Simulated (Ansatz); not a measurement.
## Electronic structure of Si in real space

```xyz
3
Lattice="3.9053 0.0000 0.0000 -1.9526 3.3821 0.0000 0.0000 0.0000 4.1169" Properties=species:S:1:pos:R:3 pbc="T T T"
Si    0.9763    1.6910    3.4307
Si    1.9526    0.0000    2.0585
Si   -0.9763    1.6910    0.6862
```

Space group P6₂22; a structure generated by program, which may or may not match a known phase.

Method: Ansatz 0.2.0, DFT PBE, scalar-relativistic, plane waves, PAW.

The density is the valence pseudo-density of a PAW calculation; it isn't the true density close to the nuclei.

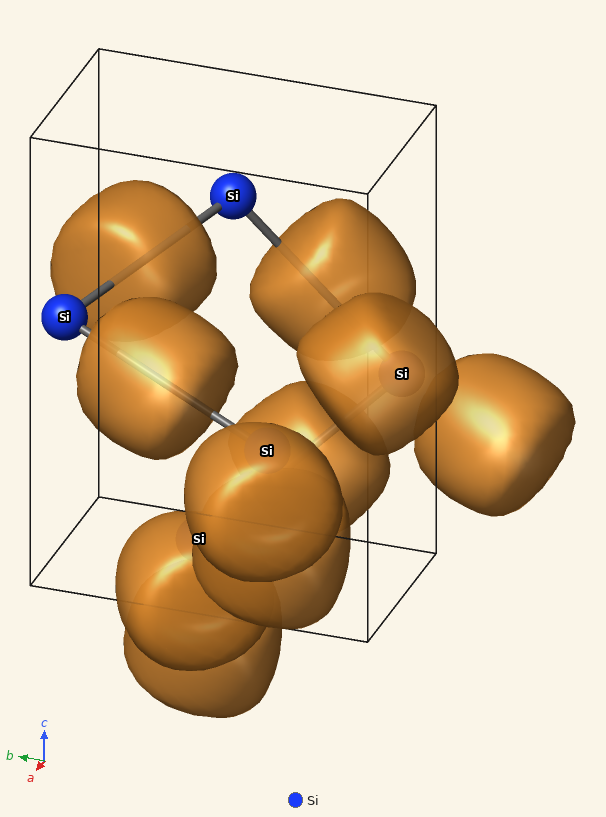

Figure 1. Isosurface of the electron localisation function at 0.75 (orange), seen at an oblique angle. Core shells and regions of very low density are left out. Sticks mark near contacts.

> Identify the bonds, lone pairs and shells in this picture.

The surface consists of six regions between bonded Si–Si atoms, counted in one cell of 3 atoms. Any copies at cell faces, edges or corners count once. Along the contacts the grid gives the following. Si–Si (2.39 Å): the ELF peaks at about 0.95 between the atoms.

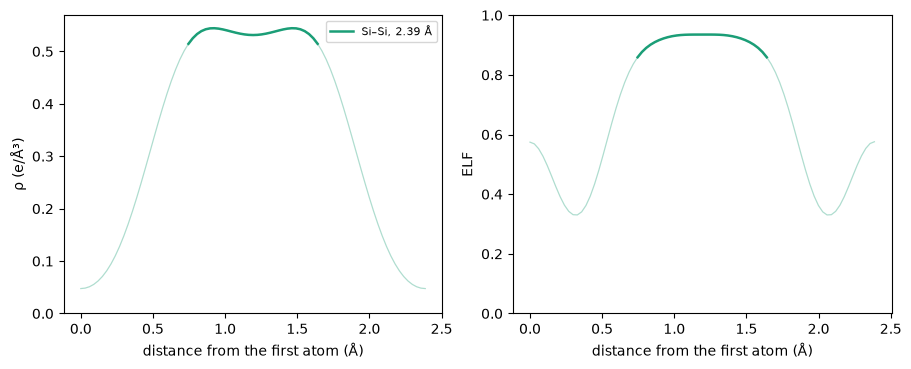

Figure 2. Valence electron density and ELF along straight lines between neighbouring atoms. Thin, pale parts lie inside the atomic spheres.

> What can be read from the curves?

Si–Si (2.39 Å): ρ is about 0.53 e/Å³ halfway; the ELF peaks at about 0.95 between the atoms.

> Metal or insulator at this level of theory?

It is gapless in this calculation (a metal or semimetal).
